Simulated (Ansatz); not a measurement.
## Run report: AlN, single-point calculation

The run: single-point calculation of AlN (P6₃mc, 4 atoms in the cell). Method and program: DFT, PBEsol, plane waves, PAW, no spin polarisation (Ansatz 0.2.0).

The structure was built on a prototype by a generator. Some settings of this run were made unusual or wrong on purpose. The geometry comes from this level: r2SCAN.

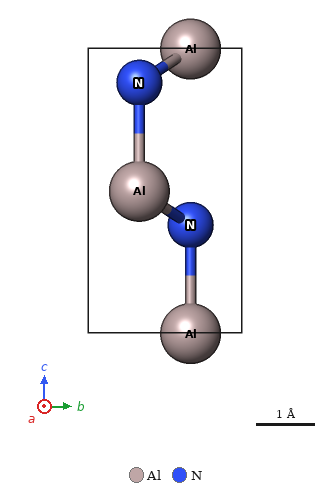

**Figure 1.** The structure (ball-and-stick view of the cell of the calculation, along the a axis). An atom can appear more than once, as a periodic image.

Input file:
```yaml
crystal:
  lattice:
    - [3.1066937622, 0.0, 0.0]
    - [-1.5533468811, 2.6904757198, 0.0]
    - [0.0, 0.0, 4.978591553]
  atoms:
    - { symbol: Al, position: [0.3333333333, 0.6666666667, -0.0032954729] }
    - { symbol: Al, position: [0.6666666667, 0.3333333333, 0.4967045271] }
    - { symbol: "N", position: [0.3333333333, 0.6666666667, 0.3782954729] }
    - { symbol: "N", position: [0.6666666667, 0.3333333333, 0.8782954729] }
kpoints:
  mp_grid: { grid: [6, 6, 4] }
hamiltonian:
  xc: pbesol
scf:
  occupations: { method: fixed }
output:
  optics:
    e_range: [0, 15]
    de: 0.2
    sigma: 5
    scissors: 0.3
    scheme: fermi_dirac
    bands: auto
```

Run on 4 threads of Arm Neoverse V1, 24 GiB of memory available, shared host.

Command:
```bash
ansatz run input.yaml --threads 4 --pin off --max-ram 3686MiB --backend cpu --events-out ev --progress --plain --runs-dir out
```

Log:
```
Engine: ansatz 0.2.0, aarch64-unknown-linux-gnu
Pseudopotentials: kind: paw
Pseudopotential: Al, paw, valence charge 3, recommended cutoff 420 eV (normal), Al.paw.azcp
Pseudopotential: N, paw, valence charge 5, recommended cutoff 420 eV (normal), N.paw.azcp
Functional definition: PBEsol
  exchange = pbesol_x
  correlation = pbesol_c
Crystal: 4 atoms, lattice volume = 41.613 Å³
Basis set: ecut = 420 eV, 809 PW (Γ)
Bands: 12, of which v1, the nominal top of the filled ones, is band 8 counted from 1 (7 counted from 0)
Symmetry: 12 space group operations
Space group: P63mc (ITA 186), of the structure as read, at distance tolerance 3.5e-5 Å
k-points: 21 of 144 (time reversal used)
Non-local potential: Al, projectors of the file, l = 0: 2, l = 1: 2, l = 2: 1
Non-local potential: N, projectors of the file, l = 0: 2, l = 1: 2, l = 2: 1
PAW form: soft (Blöchl's): semilocal exchange-correlation on the pseudo side does not see the compensation charge
PAW frozen core: Al, regenerated for the run's functional, and the local potential with it (the file was generated under x = pbe(κ = 0.804, μ = 0.2195149727645171), c = pbe(β = 0.06672455060314922))
PAW frozen core: N, regenerated for the run's functional, and the local potential with it (the file was generated under x = pbe(κ = 0.804, μ = 0.2195149727645171), c = pbe(β = 0.06672455060314922))
PAW one-centre angular grid: Al, 110 points (default); XC on 64 Gauss nodes
PAW one-centre angular grid: N, 110 points (default); XC on 64 Gauss nodes
Initial density: superposition of atomic densities (neutral atoms: chi_scale 0, normalization atom), corrected by the library's trained network
Initial wavefunctions: pseudopotential atomic-orbital guess
Functional: x = pbesol(κ = 0.804, μ = 0.12345679012345678), c = pbesol(β = 0.046)
SCF iter   1: F=—  HF=-1811.928257 eV  |F-HF|=—  |Δ(HF+E_count)|=         —  Δρ=1.03e-2  dr2=4.72e-2  ethr=1.77e-3  ⟨swp⟩=4.8  Hψ=1386  notcnv=0  defer=36
preconditioner: auto → none  [insulator: Δε(μ)=4.072 eV  Ē_g=12.982 eV  n_scr=2 (ndim 8)  ℏωp=23.0 eV  f_vac=0.000  ε∞_Penn≈4.1]
SCF iter   2: F=—  HF=-1811.916479 eV  |F-HF|=—  |Δ(HF+E_count)|=   1.18e-2  Δρ=4.31e-3  dr2=5.90e-3  ethr=2.95e-4  ⟨swp⟩=2.6  Hψ=596  notcnv=0  defer=42
SCF iter   3: F=—  HF=-1811.914637 eV  |F-HF|=—  |Δ(HF+E_count)|=   1.84e-3  Δρ=6.19e-4  dr2=8.51e-5  ethr=3.69e-5  ⟨swp⟩=2.1  Hψ=425  notcnv=0  defer=42
SCF iter   4: F=—  HF=-1811.914642 eV  |F-HF|=—  |Δ(HF+E_count)|=   5.30e-6  Δρ=6.76e-5  dr2=7.09e-7  ethr=5.32e-7  ⟨swp⟩=2.1  Hψ=401  notcnv=0  defer=18
SCF iter   5: F=—  HF=-1811.914643 eV  |F-HF|=—  |Δ(HF+E_count)|=   6.73e-7  Δρ=8.59e-6  dr2=1.24e-8  ethr=4.43e-9  ⟨swp⟩=2.0  Hψ=410  notcnv=0
SCF iter   6: F=—  HF=-1811.914643 eV  |F-HF|=—  |Δ(HF+E_count)|=   5.67e-9  Δρ=6.94e-7  dr2=7.71e-11  ethr=7.76e-11  ⟨swp⟩=2.2  Hψ=405  notcnv=0
SCF iter   7: F=-1811.914643 eV  HF=-1811.914643 eV  |F-HF|=0.00e0  |Δ(HF+E_count)|=  6.14e-11  Δρ=4.60e-8  dr2=4.60e-13  ethr=1.00e-12  ⟨swp⟩=3.9  Hψ=1008  notcnv=0
SCF 1 converged in 7 iterations: F = -1811.914643 eV  dr2 = 4.60e-13
  greatest PAW one-centre occupation: 0.786 electrons in one spin orbital (limit 2), on the N atom at site 3 (counted from 0), in its partial waves of l = 0
```

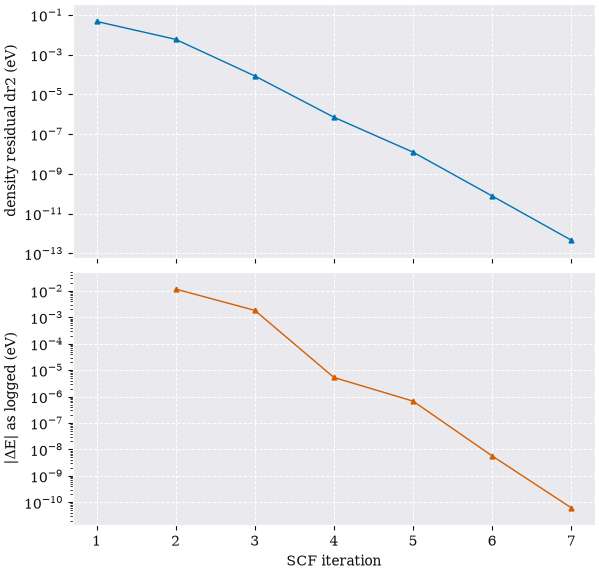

**Figure 2.** Convergence of the self-consistent field: density residual dr2 and size of the energy change against the SCF iteration. The residual falls at every step.

```
NSCF: frozen V_eff on 21 k-points
Optics k sum: 0 of 21 k-points
Optics k sum: 2 of 21 k-points
Optics k sum: 3 of 21 k-points
Optics k sum: 4 of 21 k-points
Optics k sum: 5 of 21 k-points
Optics k sum: 6 of 21 k-points
Optics k sum: 7 of 21 k-points
Optics k sum: 8 of 21 k-points
Optics k sum: 9 of 21 k-points
Optics k sum: 10 of 21 k-points
Optics k sum: 11 of 21 k-points
Optics k sum: 12 of 21 k-points
Optics k sum: 13 of 21 k-points
Optics k sum: 14 of 21 k-points
Optics k sum: 15 of 21 k-points
Optics k sum: 16 of 21 k-points
Optics k sum: 17 of 21 k-points
Optics k sum: 18 of 21 k-points
Optics k sum: 19 of 21 k-points
Optics k sum: 20 of 21 k-points
Optics k sum: 21 of 21 k-points
Optics k sum: 0 of 21 k-points
Optics k sum: 2 of 21 k-points
Optics k sum: 3 of 21 k-points
Optics k sum: 4 of 21 k-points
Optics k sum: 5 of 21 k-points
Optics k sum: 6 of 21 k-points
Optics k sum: 7 of 21 k-points
Optics k sum: 8 of 21 k-points
Optics k sum: 9 of 21 k-points
Optics k sum: 10 of 21 k-points
Optics k sum: 11 of 21 k-points
Optics k sum: 12 of 21 k-points
Optics k sum: 13 of 21 k-points
Optics k sum: 14 of 21 k-points
Optics k sum: 15 of 21 k-points
Optics k sum: 16 of 21 k-points
Optics k sum: 17 of 21 k-points
Optics k sum: 18 of 21 k-points
Optics k sum: 19 of 21 k-points
Optics k sum: 20 of 21 k-points
Optics k sum: 21 of 21 k-points
output.optics: what the bands over the 87 summed would add to eps1, eps2 and the energy-loss function is held between a lower and an upper bound (2 Lanczos steps). eps1, eps2 and their loss function (loss_summed_bands) are given on every row as the summed bands alone make them. Along an axis, on a row where the two bounds hold the loss function to about 1 % of the greater of itself and 0.5 % of |1/eps|, its cell (loss_completed) is given, with the completed eps1 and eps2 that it is formed of (a cell that is left empty reads nan in the table and null in the record). The two bounds hold it so along every axis on all 76 rows up to 15.000 eV. Under auto the run first worked up to 29.933 eV and, since the loss function's greatest value, with its upper flank down to half of it, did not stand under that energy, then up to 35.800 eV. The run works to bound the rows up to 35.800 eV and no higher ones: a peak of the loss function over that energy may be left empty with no warning. To have the run work for it, set output.optics.bands.spectra_wanted_up_to to a higher energy. perfect_screening_sum, loss_f_sum_n_eff and, beside carriers, perfect_screening_limit are those of loss_summed_bands: over the bounded function the two sums would run over rows that are not all bounded, and lack what the bands left out lay past the top of the energy grid. Bounded is said of the bands left out alone, which are those that the basis at basis.ecutwfc holds: it says nothing of that cutoff, of the k-point mesh, of what the sum inside its cells errs by (eps2_relative_error), of the factors of all_electron_strengths, nor of how far the SCF is converged. The bands left out are taken at the k-points, and what their mean over the points' cells stands off that by is in neither bound: the run's estimate of it, which the test of a row counts in, is 0.00 % of |eps| at the most among the values given; where the mean stood off by over 0.5 % the points' spread read 0.1 to 3 times that
SCF converged after 7 iterations
Free energy (F): -1811.914643 eV
Harris-Foulkes:  -1811.914643 eV  (|F-HF|=0.00e0)
Internal energy: -1811.914643 eV  (E = F + TS)
E sigma→0 (E₀):  -1811.914643 eV
Fermi energy:    7.090316 eV
--- Per-component energies (eV) ---
  E_band       = 29.297789
  E_kinetic    = 318.002804
  E_local      = -445.168537  (includes V_loc(G=0)·N_el)
  E_nonlocal   = 111.379137
  E_hartree    = 153.436310
  E_xc         = -201.526686
  E_vxc        = -215.113329  (∫ρ·V_xc dr)
  E_paw        = -1155.561920  (= ΣΔE_a)
  E_vpaw       = -46.675103  (= ΣTr[D̂ρ^β])
  E_aug_tail   = 0.000187  (compensation charges beyond the density's cutoff)
  E_ewald      = -592.570414
  E_core_change = 0.094476  (= ΣΔE_core)
  E_smearing   = -0.000000  (= −TS)
  E_closure    = 0.000000  (closes the sum)
  Σ components = -1811.914643   (vs F -1811.914643, Δ=0.00e0)
--- Band table (eV; the first three rows and the last of 21) ---
  k-point 0: bands = ["-8.0856", "-5.8981", "1.0248", "6.2277", "6.2277", "6.8797", "6.8797", "7.0903", "11.2420", "13.6988", "17.6197", "18.1667"]
  k-point 1: bands = ["-7.8457", "-6.3426", "1.8367", "5.8698", "6.3185", "6.3185", "6.7794", "6.7794", "12.2074", "13.8172", "17.2857", "18.1355"]
  k-point 2: bands = ["-7.1853", "-7.1853", "3.7241", "3.7241", "6.5440", "6.5440", "6.5440", "6.5440", "13.5050", "13.5050", "17.3363", "17.3363"]
  k-point 20: bands = ["-5.4871", "-5.4871", "2.2138", "2.2138", "3.1683", "3.1683", "6.2914", "6.2914", "14.3901", "14.3901", "14.8261", "14.8261"]
```

File optics_head.txt:
```
# E[eV]	eps2_xx	eps2_yy	eps2_zz	eps2_xy	eps2_xz	eps2_yz	eps1_xx	eps1_yy	eps1_zz	eps1_xy	eps1_xz	eps1_yz	loss_summed_bands_xx	loss_summed_bands_yy	loss_summed_bands_zz	eps1_completed_xx	eps1_completed_yy	eps1_completed_zz	eps2_completed_xx	eps2_completed_yy	eps2_completed_zz	loss_completed_xx	loss_co
# format = ansatz-optics/6
# eps_inf(xx yy zz) = 3.985947 3.985947 4.044326
# eps_inf_bands = all
# eps_inf_summed_bands(xx yy zz) = 3.982915 3.982915 4.041285
# eps_inf_completed(xx yy zz) = 3.985947 3.985947 4.044326
# k_sum = mesh_cells
# eps2_relative_error = 0.0003
# eps_inf_relative_error = 0.0039
# f_sum_n_eff(xx yy zz) = 14.887074 14.887074 14.872649 of n_electrons = 16.000000
# f_sum_n_eff_momentum_only(xx yy zz) = 14.810767 14.810767 14.818527
# loss_f_sum_n_eff(xx yy zz) = 15.230048 15.230048 15.222951
# perfect_screening_sum(xx yy zz) = 0.748928 0.748928 0.752554
# perfect_screening_sum_on_rows(xx yy zz) = 0.748928 0.748928 0.752554
# the maxima of the summed bands' own loss function (the loss_summed_bands columns) are measured between the rows too: peak_sampling_summed_bands says what part of their heights the rows count for, and missed_extrema_summed_bands lists those of which they count for under four fifths, the half width
# peak_sampling_summed_bands_xx(least_part_sampled least_sampled_at_ev n_extrema n_missed) = none
# peak_sampling_summed_bands_yy(least_part_sampled least_sampled_at_ev n_extrema n_missed) = none
# peak_sampling_summed_bands_zz(least_part_sampled least_sampled_at_ev n_extrema n_missed) = none
# peak_sampling_completed and missed_extrema_completed say the same of the loss function that is bounded in the bands left out (the loss_completed columns), of its maxima between two points that are bounded alone
# peak_sampling_completed_xx(least_part_sampled least_sampled_at_ev n_extrema n_missed) = none
# peak_sampling_completed_yy(least_part_sampled least_sampled_at_ev n_extrema n_missed) = none
# peak_sampling_completed_zz(least_part_sampled least_sampled_at_ev n_extrema n_missed) = none
# n_bands = 87
# n_bands_set_by = photon_energy
# the loss_summed_bands columns' heights are not shown to be converged in n_bands (drawn for output.optics.bands)
# valid_up_to_ev = 24.934228
# least_direct_gap_ev = 4.151708e0 at k(fractional) = 0.000000 0.000000 0.000000, k_point = 0, channel = 0, bands = 7 8 (counted from 0)
# evaluated_top_ev = 194.800000
# all_electron_strengths = true
# band_completion = completed
# the eps1, eps2 and loss_summed_bands columns, and eps_inf_summed_bands or eps1_interband_at_0, are the summed bands' own on every row. eps_inf is eps_inf_completed where that is given along all three axes. loss_summed_bands is the loss function of that eps1 and eps2 (beside carriers the total's).
# response = whole
# tolerance = 0.01
# method = lanczos_chains
# lanczos_steps = 2
# chains_run = together
# ended_by = wanted_rows_settled
# boundable_up_to_ev = 39.934228
# wanted_up_to_ev = 35.800000
# the run works to bound the rows up to wanted_up_to_ev and no higher ones, so that a peak of the completed columns over that energy may read nan with no warning: a higher spectra_wanted_up_to under output.optics.bands (a deck at auto types it in the place of auto) has the run work for it too
# change_inside_cells = 0.0000 (estimated)
# the bands left out are taken at the k-points, and what their mean over the points' cells stands off that by is in neither bound: this much, as a part of |eps| at the most among the values given, which the test of a row counts in (under method = linear_solves it holds an estimate of how far a sum a
# bound_at_0(xx yy zz) = bounded bounded bounded
# rows_by_bound_xx(bounded bounds_too_wide limited_by_band_error limited_by_mesh_spread above_boundable_range not_finite) = 76 0 0 0 0 0
# rows_by_bound_yy(bounded bounds_too_wide limited_by_band_error limited_by_mesh_spread above_boundable_range not_finite) = 76 0 0 0 0 0
# rows_by_bound_zz(bounded bounds_too_wide limited_by_band_error limited_by_mesh_spread above_boundable_range not_finite) = 76 0 0 0 0 0
# bounded_ranges_ev_xx = 0.000000-15.000000
# bounded_ranges_ev_yy = 0.000000-15.000000
# bounded_ranges_ev_zz = 0.000000-15.000000
```

Outcome:

- outcome: converged
- space group (tolerance 0.01 Å): P6₃mc (186)
- electrons treated: 16
- free energy: −1811.9146 eV
- Fermi energy: 7.090 eV
- gap on the k-point mesh: 4.15 eV
- wall time: 11 s (CPU time 40 s)
- peak memory: 0.47 GiB

Diagnosis:

Some settings of this run were drawn to be unusual or wrong. It converged; results that depend on the unusual settings are not reference values.
